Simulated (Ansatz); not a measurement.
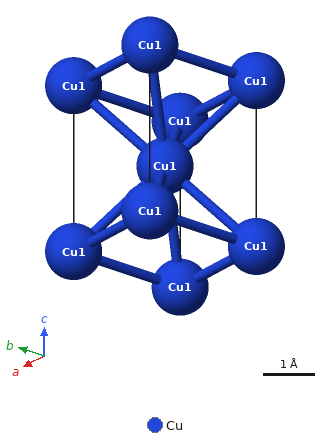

The input geometry of run 1 (ball-and-stick view of the cell 2 times as large as that of the calculation, set on its symmetry axes, seen at an oblique angle; atoms are numbered from 1 in the order of the input). An atom can appear more than once, as a periodic image.

## Two runs on Cu

System: Cu (Immm, 1 atom in the cell).
Method of run 1: DFT r2SCAN, scalar-relativistic, plane waves, PAW, no spin polarisation (Ansatz 0.2.0).

The structure derives from an entry of the Crystallography Open Database. Text and figures count atoms from 1; the logs count them from 0 in places.

## Input, run 1
```yaml
crystal:
  lattice:
    - [-0.090375, 1.8075, 1.8075]
    - [1.717125, 0.0, 1.717125]
    - [1.8075, 1.8075, -0.090375]
  atoms:
    - { symbol: Cu, position: [0.0, 0.0, 0.0] }
basis:
  ecutwfc: 500
kpoints:
  mp_grid: { grid: [22, 22, 22] }
hamiltonian:
  xc: r2scan
scf:
  occupations: { method: gaussian, width: 0.15 }
output:
  forces: true
  stress: true
  eigenvalues: true
```

Command:
```bash
ansatz run input.yaml --threads 1 --pin off --max-ram 2560MiB --backend cpu --events-out ev --progress --plain --runs-dir out
```

Hardware: 1 thread of Intel Xeon @ 2.50GHz (Skylake/Cascade Lake), 189 GiB of memory available, shared host.

## Output, shortened to warnings, some set-up lines, iterations and results (run 1)
```
Basis set: ecut = 500 eV, 307 PW (Γ), exchange–correlation on 80×72×80 points (64 copies of the dense FFT grid, shifted against one another)
Symmetry: 8 space group operations
k-points: 1530 of 10648
Initial density: superposition of atomic densities (neutral atoms: chi_scale 0, normalization atom), corrected by the library's trained network
[...]
SCF iter   1: F=—  HF=-6631.223545 eV  |F-HF|=—  |Δ(HF+E_count)|=         —  Δρ=4.03e-2  dr2=1.05e-1  dr2_τ=8.41e-4  ethr=1.77e-3  ⟨swp⟩=5.0  Hψ=105386  notcnv=0
SCF iter   2: F=—  HF=-6631.212300 eV  |F-HF|=—  |Δ(HF+E_count)|=   1.12e-2  Δρ=1.14e-2  dr2=5.38e-3  dr2_τ=1.22e-3  ethr=5.53e-4  ⟨swp⟩=2.1  Hψ=46924  notcnv=0  defer=589
SCF iter   3: F=—  HF=-6631.205489 eV  |F-HF|=—  |Δ(HF+E_count)|=   6.81e-3  Δρ=6.29e-3  dr2=3.13e-3  dr2_τ=2.44e-5  ethr=2.83e-5  ⟨swp⟩=2.0  Hψ=40525  notcnv=0  defer=589
SCF iter   4: F=—  HF=-6631.204557 eV  |F-HF|=—  |Δ(HF+E_count)|=   9.32e-4  Δρ=8.15e-4  dr2=2.21e-5  dr2_τ=1.81e-6  ethr=1.65e-5  ⟨swp⟩=1.7  Hψ=28401  notcnv=0  defer=589
SCF iter   5: F=—  HF=-6631.204608 eV  |F-HF|=—  |Δ(HF+E_count)|=   5.12e-5  Δρ=1.87e-4  dr2=1.02e-6  dr2_τ=4.04e-8  ethr=1.16e-7  ⟨swp⟩=2.0  Hψ=35956  notcnv=0  defer=589
SCF iter   6: F=-6631.204612 eV  HF=-6631.204612 eV  |F-HF|=2.59e-8  |Δ(HF+E_count)|=   4.41e-6  Δρ=3.64e-5  dr2=5.77e-8  dr2_τ=2.17e-9  ethr=5.26e-10  ⟨swp⟩=6.8  Hψ=103913  …
SCF 1 converged in 6 iterations: F = -6631.204612 eV  dr2 = 5.77e-8
SCF converged after 6 iterations
Free energy (F): -6631.204612 eV
Harris-Foulkes:  -6631.204612 eV  (|F-HF|=2.59e-8)
Internal energy: -6631.201586 eV  (E = F + TS)
E sigma→0 (E₀):  -6631.203099 eV
Entropy (-TS):   -0.003026 eV (-3.026 meV/atom)
Fermi energy:    16.629013 eV
--- Per-component energies (eV) ---
  E_band       = -385.465540
  E_kinetic    = 299.756450
  E_local      = -4063.277504  (includes V_loc(G=0)·N_el)
  E_nonlocal   = 395.728020
  E_hartree    = 1794.846263
  E_xc         = -83.680254
  E_vxc        = -124.490972  (∫ρ·V_xc dr)
  E_paw        = -1678.510254  (= ΣΔE_a)
  E_vpaw       = -491.852538  (= ΣTr[D̂ρ^β])
  E_aug_tail   = 0.000143  (compensation charges beyond the density's cutoff)
  E_vtau       = 8.962375  (kinetic-family band-sum trace: ∫τ·v_τ [+ j·A + Jᵃ·Aᵃ] dr)
  E_ewald      = -3295.763341
  E_core_change = -0.301108  (= ΣΔE_core)
  E_smearing   = -0.003026  (= −TS)
  E_closure    = 0.000000  (closes the sum)
  Σ components = -6631.204612   (vs F -6631.204612, Δ=0.00e0)
--- Forces (eV/Å), atoms counted from 1 ---
  atom   1  Cu     0.00000000     0.00000000     0.00000000
  max |Σ_I F_I| component: 4.93e-32 eV/Å
--- Stress (GPa, compression-positive) ---
       -2.299857       0.000000       8.104067
        0.000000      -4.890353       0.000000
        8.104067       0.000000      -2.299857
  P = ⅓ Tr σ = -3.1634 GPa (-31.634 kbar)
```

For run 2 the input was changed thus:
```diff
-    - [-0.090375, 1.8075, 1.8075]
-    - [1.717125, 0.0, 1.717125]
-    - [1.8075, 1.8075, -0.090375]
+    - [0.02259375, 1.8075, 1.8075]
+    - [1.83009375, 0.0, 1.83009375]
+    - [1.8075, 1.8075, 0.02259375]
```

Predict how the results change.

With the same functional and potentials, run 2 lies 28.1 meV per atom lower. The pressure goes from −3.16 to −4.70 GPa. The volume per atom goes from 11.78 to 11.81 Å³. The number of SCF iterations is the same. The plane waves at Γ go from 307 to 303.

## Output, shortened to warnings, some set-up lines, iterations and results (run 2)
```
Basis set: ecut = 500 eV, 303 PW (Γ), exchange–correlation on 80×80×80 points (64 copies of the dense FFT grid, shifted against one another)
Symmetry: 8 space group operations
k-points: 1530 of 10648
Initial density: superposition of atomic densities (neutral atoms: chi_scale 0, normalization atom), corrected by the library's trained network
[...]
SCF iter   1: F=—  HF=-6631.251883 eV  |F-HF|=—  |Δ(HF+E_count)|=         —  Δρ=4.05e-2  dr2=1.06e-1  dr2_τ=8.42e-4  ethr=1.77e-3  ⟨swp⟩=5.0  Hψ=105284  notcnv=0
SCF iter   2: F=—  HF=-6631.265107 eV  |F-HF|=—  |Δ(HF+E_count)|=   1.32e-2  Δρ=4.07e-2  dr2=1.06e-1  dr2_τ=1.12e-3  ethr=5.60e-4  ⟨swp⟩=2.2  Hψ=48066  notcnv=0  defer=588
SCF iter   3: F=—  HF=-6631.232746 eV  |F-HF|=—  |Δ(HF+E_count)|=   3.24e-2  Δρ=3.14e-3  dr2=6.76e-4  dr2_τ=5.21e-6  ethr=5.57e-4  ⟨swp⟩=2.2  Hψ=36357  notcnv=0  defer=588
SCF iter   4: F=—  HF=-6631.232684 eV  |F-HF|=—  |Δ(HF+E_count)|=   6.20e-5  Δρ=6.69e-4  dr2=3.89e-5  dr2_τ=9.05e-7  ethr=3.56e-6  ⟨swp⟩=2.1  Hψ=30412  notcnv=0  defer=588
SCF iter   5: F=—  HF=-6631.232685 eV  |F-HF|=—  |Δ(HF+E_count)|=   6.48e-7  Δρ=1.44e-4  dr2=1.66e-6  dr2_τ=2.48e-8  ethr=2.05e-7  ⟨swp⟩=2.1  Hψ=28129  notcnv=0  defer=588
SCF iter   6: F=-6631.232688 eV  HF=-6631.232688 eV  |F-HF|=4.51e-8  |Δ(HF+E_count)|=   3.41e-6  Δρ=2.59e-5  dr2=4.79e-8  dr2_τ=6.06e-10  ethr=5.26e-10  ⟨swp⟩=4.7  Hψ=101520  …
SCF 1 converged in 6 iterations: F = -6631.232688 eV  dr2 = 4.79e-8
SCF converged after 6 iterations
Free energy (F): -6631.232688 eV
Harris-Foulkes:  -6631.232688 eV  (|F-HF|=4.51e-8)
Internal energy: -6631.229926 eV  (E = F + TS)
E sigma→0 (E₀):  -6631.231307 eV
Entropy (-TS):   -0.002762 eV (-2.762 meV/atom)
Fermi energy:    16.564627 eV
--- Per-component energies (eV) ---
  E_band       = -386.154252
  E_kinetic    = 299.631983
  E_local      = -4061.216022  (includes V_loc(G=0)·N_el)
  E_nonlocal   = 395.694196
  E_hartree    = 1793.512419
  E_xc         = -83.636103
  E_vxc        = -124.418979  (∫ρ·V_xc dr)
  E_paw        = -1678.503229  (= ΣΔE_a)
  E_vpaw       = -491.841814  (= ΣTr[D̂ρ^β])
  E_aug_tail   = 0.000141  (compensation charges beyond the density's cutoff)
  E_vtau       = 8.952936  (kinetic-family band-sum trace: ∫τ·v_τ [+ j·A + Jᵃ·Aᵃ] dr)
  E_ewald      = -3296.412204
  E_core_change = -0.301108  (= ΣΔE_core)
  E_smearing   = -0.002762  (= −TS)
  E_closure    = 0.000000  (closes the sum)
  Σ components = -6631.232688   (vs F -6631.232688, Δ=0.00e0)
--- Forces (eV/Å), atoms counted from 1 ---
  atom   1  Cu     0.00000000    -0.00000000     0.00000000
  max |Σ_I F_I| component: 4.93e-32 eV/Å
--- Stress (GPa, compression-positive) ---
       -4.658459      -0.000000      -2.217561
       -0.000000      -4.772682       0.000000
       -2.217561       0.000000      -4.658459
  P = ⅓ Tr σ = -4.6965 GPa (-46.965 kbar)
```

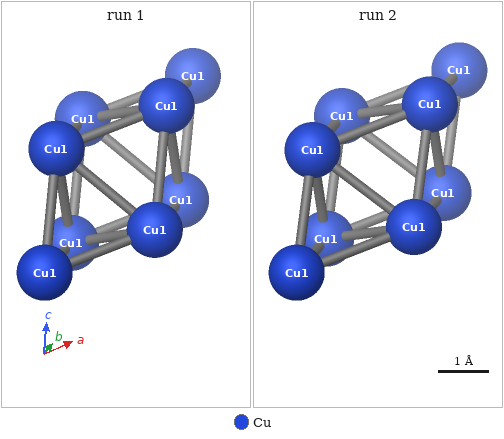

The two input geometries at one scale (ball-and-stick view of the reduced cell, seen slightly off an axis). The atoms keep their places relative to the cell (all moves are under 0.005 Å). The volume changes by +0.2 %, with a 2.428 → 2.588 Å (+6.6 %), b = c 2.558 → 2.556 Å (−0.1 %), α 63.3° → 59.2°, β 61.7° → 59.6°, γ 61.7° → 59.6°. Among the contacts that change: Cu1–Cu1 2.684 → 2.524 Å.

## The two runs side by side

| quantity | run 1 | run 2 |
| --- | --- | --- |
| outcome | converged | converged |
| free energy per atom (eV) | −6631.2046 | −6631.2327 |
| energy per atom, smearing taken to zero (eV) | −6631.2031 | −6631.2313 |
| gap on the mesh (eV) | 0.00 | 0.00 |
| pressure (GPa) | −3.16 | −4.70 |
| volume per atom (Å³) | 11.78 | 11.81 |
| largest force (eV/Å) | 0.000 | 0.000 |
| SCF iterations | 6 | 6 |
| irreducible k-points | 1530 | 1530 |
| plane waves at Γ | 307 | 303 |
| wall time (shared host) | 51 s | 59 s |
